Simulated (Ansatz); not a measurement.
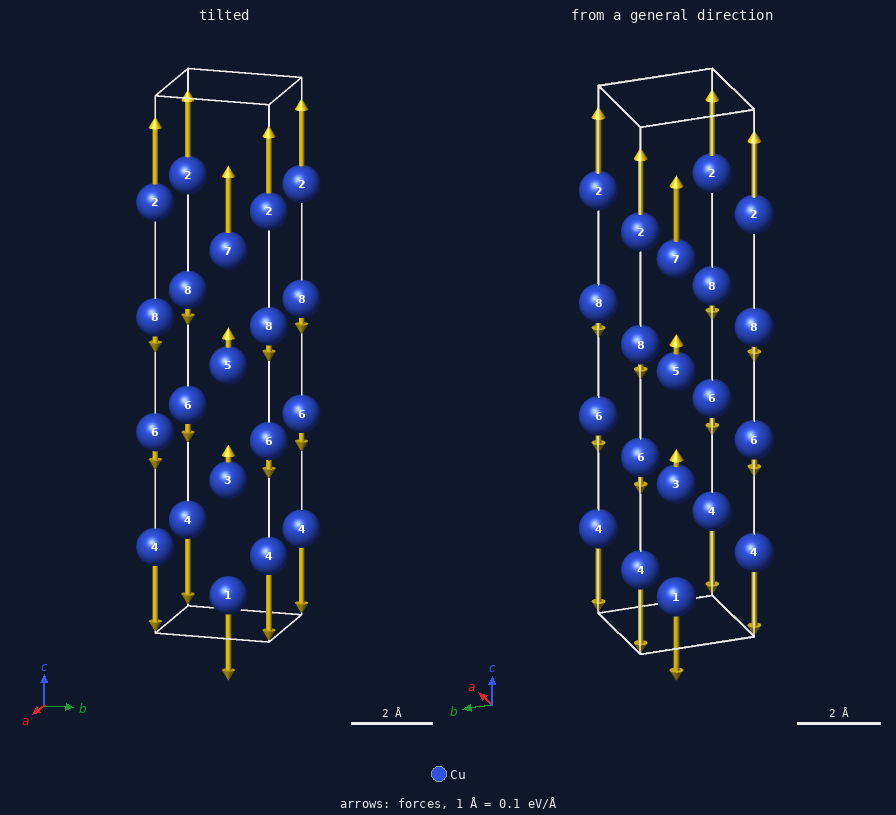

Drawn in the spheres-only manner and seen slightly off an axis and from a general direction. The edges of the simulation cell are marked. The arrows are the computed forces on the atoms.

System: Cu. The numbers come from DFT PBE, scalar-relativistic, plane waves, PAW (Ansatz 0.2.0), using plane-wave cutoff 420 eV, 21×20×5 k-points, Gaussian smearing of 0.15 eV, no spin polarisation.

Question: Is this an equilibrium geometry?

Answer: No. The atoms still feel forces of up to about 0.18 eV/Å, above a usual threshold of 0.01 to 0.03 eV/Å.

Question: Which atom carries the strongest force?

Answer: Cu1, Cu2, Cu4 and Cu7, about 0.18 eV/Å.

The initial geometry was a structure listed in the Materials Project. The cell was then strained or its atoms displaced on purpose. It was the input of a calculation with Ansatz.
